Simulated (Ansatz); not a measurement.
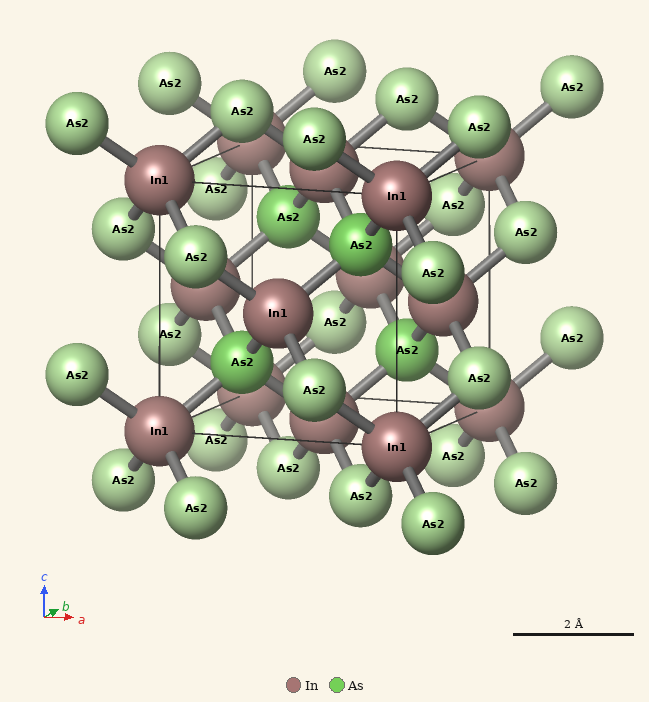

*The structure as given in the input (ball-and-stick view of the cell 4 times as large as that of the calculation, set on its symmetry axes, seen slightly off an axis; neighbours outside the cell are drawn fainter; atoms are numbered from 1 in the order of the input).*

# InAs: single-point calculation

InAs (2 atoms in the cell), computed with DFT, PBEsol, plane waves, PAW, no spin polarisation (Ansatz 0.2.0).

The structure derives from an entry of the Crystallography Open Database. Some settings of this run were made unusual or wrong on purpose. Figures and captions count atoms from 1; the log counts them from 0 in places.

## Log
```
Engine: ansatz 0.2.0, x86_64-unknown-linux-gnu
Pseudopotentials: kind: paw
Pseudopotential: In, paw, valence charge 13, recommended cutoff 420 eV (normal), In.paw.azcp
Pseudopotential: As, paw, valence charge 15, recommended cutoff 420 eV (normal), As.paw.azcp
Functional definition: PBEsol
  exchange = pbesol_x
  correlation = pbesol_c
Crystal: 2 atoms, lattice volume = 19.344 Å³
Basis set: ecut = 420 eV, 339 PW (Γ), exchange–correlation on 48×48×48 points (8 copies of the dense FFT grid, shifted against one another)
Bands: 18, of which v1, the nominal top of the filled ones, is band 14 counted from 1 (13 counted from 0)
Symmetry: 24 space group operations
Space group: F-43m (ITA 216), of the structure as read, at distance tolerance 2.7e-5 Å
k-points: 72 of 1728 (time reversal used)
Non-local potential: In, projectors of the file, l = 0: 2, l = 1: 2, l = 2: 2, l = 3: 2
Non-local potential: As, projectors of the file, l = 0: 2, l = 1: 2, l = 2: 3, l = 3: 1
PAW form: soft (Blöchl's): semilocal exchange-correlation on the pseudo side does not see the compensation charge
PAW frozen core: In, regenerated for the run's functional, and the local potential with it (the file was generated under x = pbe(κ = 0.804, μ = 0.2195149727645171), c = pbe(β = 0.06672455060314922))
PAW frozen core: As, regenerated for the run's functional, and the local potential with it (the file was generated under x = pbe(κ = 0.804, μ = 0.2195149727645171), c = pbe(β = 0.06672455060314922))
PAW one-centre angular grid: In, 590 points (default); XC on 64 Gauss nodes
PAW one-centre angular grid: As, 590 points (default); XC on 64 Gauss nodes
Initial density: superposition of atomic densities (neutral atoms: chi_scale 0, normalization atom), corrected by the library's trained network
Initial wavefunctions: pseudopotential atomic-orbital guess
Functional: x = pbesol(κ = 0.804, μ = 0.12345679012345678), c = pbesol(β = 0.046)
SCF iter   1: F=—  HF=-10309.749775 eV  |F-HF|=—  |Δ(HF+E_count)|=         —  Δρ=2.10e-2  dr2=3.45e-2  ethr=1.77e-3  ⟨swp⟩=7.4  Hψ=7800  notcnv=0
preconditioner: auto → none  [metal: Δε(μ)=0.038 eV  Ē_g=31.017 eV  σ=0.100 eV  W_gap=0.21  n_scr=8 (ndim 8)  ℏωp=44.7 eV  f_vac=0.000  D(μ)=0.39/eV (n_scr^D=0)  sad-step TF]
SCF iter   2: F=—  HF=-10309.738224 eV  |F-HF|=—  |Δ(HF+E_count)|=   1.16e-2  Δρ=1.29e-2  dr2=1.39e-2  ethr=1.23e-4  ⟨swp⟩=2.8  Hψ=2762  notcnv=0  defer=5
SCF iter   3: F=—  HF=-10309.735000 eV  |F-HF|=—  |Δ(HF+E_count)|=   3.22e-3  Δρ=1.62e-3  dr2=5.49e-4  ethr=4.98e-5  ⟨swp⟩=2.0  Hψ=2543  notcnv=0  defer=5
SCF iter   4: F=—  HF=-10309.734099 eV  |F-HF|=—  |Δ(HF+E_count)|=   9.01e-4  Δρ=4.85e-4  dr2=2.13e-5  ethr=1.96e-6  ⟨swp⟩=2.0  Hψ=2332  notcnv=0  defer=5
SCF iter   5: F=—  HF=-10309.734101 eV  |F-HF|=—  |Δ(HF+E_count)|=   2.36e-6  Δρ=1.57e-4  dr2=3.26e-6  ethr=7.62e-8  ⟨swp⟩=2.0  Hψ=1930  notcnv=0  defer=5
SCF iter   6: F=—  HF=-10309.734100 eV  |F-HF|=—  |Δ(HF+E_count)|=   1.44e-6  Δρ=2.06e-5  dr2=3.43e-8  ethr=3.57e-10  ⟨swp⟩=6.2  Hψ=7698  notcnv=0
SCF iter   7: F=-10309.734100 eV  HF=-10309.734100 eV  |F-HF|=2.40e-10  |Δ(HF+E_count)|=   8.26e-9  Δρ=4.50e-6  dr2=1.08e-9  ethr=1.23e-10  ⟨swp⟩=4.2  Hψ=4688  notcnv=0
SCF 1 converged in 7 iterations: F = -10309.734100 eV  dr2 = 1.08e-9
  greatest PAW one-centre occupation: 1.000 electrons in one spin orbital (limit 2), on the As atom at site 1 (counted from 0), in its partial waves of l = 2
SCF converged after 7 iterations
Free energy (F): -10309.734100 eV
Harris-Foulkes:  -10309.734100 eV  (|F-HF|=2.40e-10)
Internal energy: -10309.732096 eV  (E = F + TS)
E sigma→0 (E₀):  -10309.733098 eV
Entropy (-TS):   -0.002003 eV (-1.002 meV/atom)
Fermi energy:    32.982971 eV
--- Per-component energies (eV) ---
  E_band       = 211.473919
  E_kinetic    = 414.482224
  E_local      = -1684.298269  (includes V_loc(G=0)·N_el)
  E_nonlocal   = -290.335644
  E_hartree    = 1024.054310
  E_xc         = -320.421933
  E_vxc        = -214.599499  (∫ρ·V_xc dr)
  E_paw        = -5873.803186  (= ΣΔE_a)
  E_vpaw       = -61.884085  (= ΣTr[D̂ρ^β])
  E_aug_tail   = 0.000031  (compensation charges beyond the density's cutoff)
  E_ewald      = -3580.611961
  E_core_change = 1.202331  (= ΣΔE_core)
  E_smearing   = -0.002003  (= −TS)
  E_closure    = 0.000000  (closes the sum)
  Σ components = -10309.734100   (vs F -10309.734100, Δ=0.00e0)
--- Forces (eV/Å), atoms counted from 1 ---
  atom   1  In     0.00000000    -0.00000000    -0.00000000
  atom   2  As     0.00000000    -0.00000000     0.00000000
  max |Σ_I F_I| component: 3.33e-16 eV/Å
--- Stress (GPa, compression-positive) ---
      660.429781      -0.000000       0.000000
        0.000000     660.429781       0.000000
       -0.000000       0.000000     660.429781
  P = ⅓ Tr σ = 660.4298 GPa (6604.298 kbar)
--- Band table (eV; the first three rows and the last of 72) ---
  k-point 0: bands = ["-7.8530", "-7.8530", "-7.8530", "-7.7572", "-7.7572", "8.2731", "10.1631", "10.1631", "10.1631", "11.7810", "11.7810", "34.2039", "34.2039", "34.2039", "35.3431", "36.5766", "36.5766", "36.5766"]
  k-point 1: bands = ["-7.8571", "-7.8571", "-7.8556", "-7.7524", "-7.7524", "8.3918", "10.2060", "10.2060", "10.2123", "11.7684", "11.7684", "32.0170", "33.6642", "33.6642", "35.6576", "37.1133", "37.1133", "37.4534"]
  k-point 2: bands = ["-7.8651", "-7.8651", "-7.8623", "-7.7420", "-7.7420", "8.6369", "10.3160", "10.3160", "10.4850", "11.7465", "11.7465", "28.7850", "32.6750", "32.6750", "35.6526", "37.8919", "37.8919", "38.1755"]
  k-point 71: bands = ["-7.9408", "-7.9022", "-7.8510", "-7.7093", "-7.6923", "8.9020", "10.5469", "11.0535", "11.5822", "11.8314", "19.4335", "20.3560", "21.8158", "23.1131", "36.7583", "39.1011", "39.4463", "41.4272"]
```

This output came from the following input.

## Input
```yaml
crystal:
  lattice:
    - [0.0, 2.13061307, 2.13061307]
    - [2.13061307, 0.0, 2.13061307]
    - [2.13061307, 2.13061307, 0.0]
  atoms:
    - { symbol: In, position: [0.0, 0.0, 0.0] }
    - { symbol: As, position: [0.75, 0.75, 0.75] }
basis:
  ecutwfc: 420
kpoints:
  mp_grid: { grid: [12, 12, 12] }
hamiltonian:
  xc: pbesol
scf:
  occupations: { method: gaussian, width: 0.1 }
  max_iter: 80
output:
  forces: true
  eigenvalues: true
  stress: true
```

Launch command:
```bash
ansatz run input.yaml --threads 1 --pin off --max-ram 3072MiB --backend cpu --events-out ev --progress --plain --runs-dir out
```

## What the run reported

| quantity | value |
| --- | --- |
| outcome | converged |
| space group (tolerance 0.01 Å) | F-43m (216) |
| electrons treated | 28 |
| free energy | −10309.7341 eV |
| Fermi energy | 32.983 eV |
| gap on the k-point mesh | none (metallic) |
| pressure | 660.43 GPa |
| largest force (length of the vector) | under 0.001 eV/Å |
| hardware | 1 thread of Intel Xeon (Granite Rapids), 192 GiB of memory available, shared host |
| wall time | 1.9 s |
| peak memory | 0.34 GiB |

## What went wrong

A setting was made wrong on purpose: a lattice far too small (`crystal.lattice`). The atoms are squeezed together and the pressure is enormous. The program still converged, but the numbers can't be taken as results for the intended system.
